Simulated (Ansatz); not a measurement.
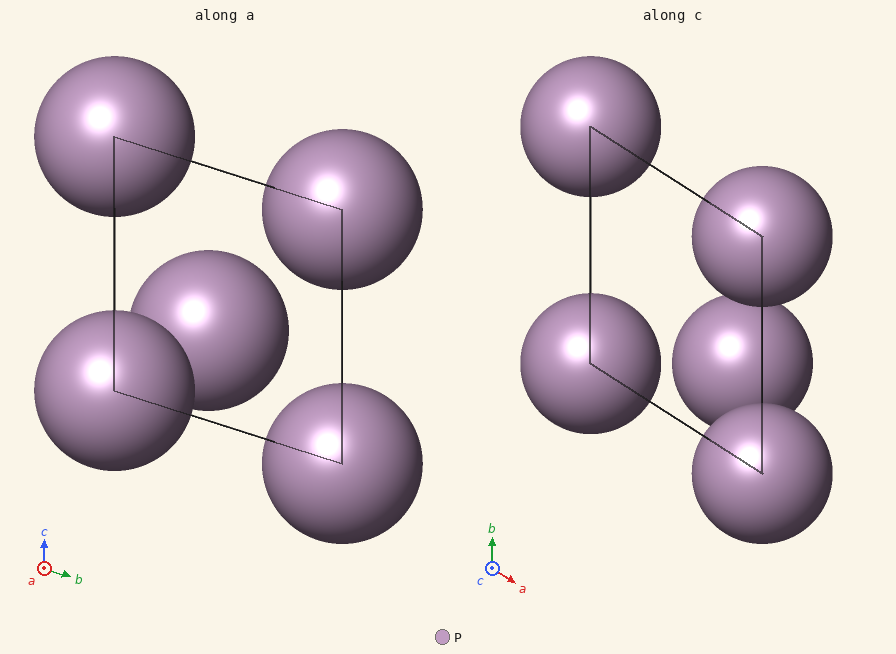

An orthographic space-filling view of the structure, along the a axis and along the c axis. The unit cell is drawn as a box.

P, a = 3.47 Å, b = 3.60 Å, c = 3.79 Å, α = 91.64°, β = 116.92°, γ = 117.89°.

The calculation used Ansatz 0.2.0, DFT PBE, scalar-relativistic, plane waves, PAW, with 420 eV cutoff, k-points about 0.18 Å⁻¹ apart, Gaussian smearing of 0.1 eV, no spin polarisation.

> What is the electronic character?

A metal: bands cross the Fermi level.

> What is the computed pressure?

The computed pressure is -4.2 GPa (stretched: it would shrink). The stress isn't hydrostatic: its largest component is 5.8 GPa.

Starting structure: a structure listed in the Materials Project. The cell was then strained or its atoms displaced on purpose. Ansatz was used for an electronic-structure calculation on it.

At this level of theory the cell isn't at rest (stretched, at -4 GPa), so its distances can differ from those at equilibrium, the more so the softer the solid.
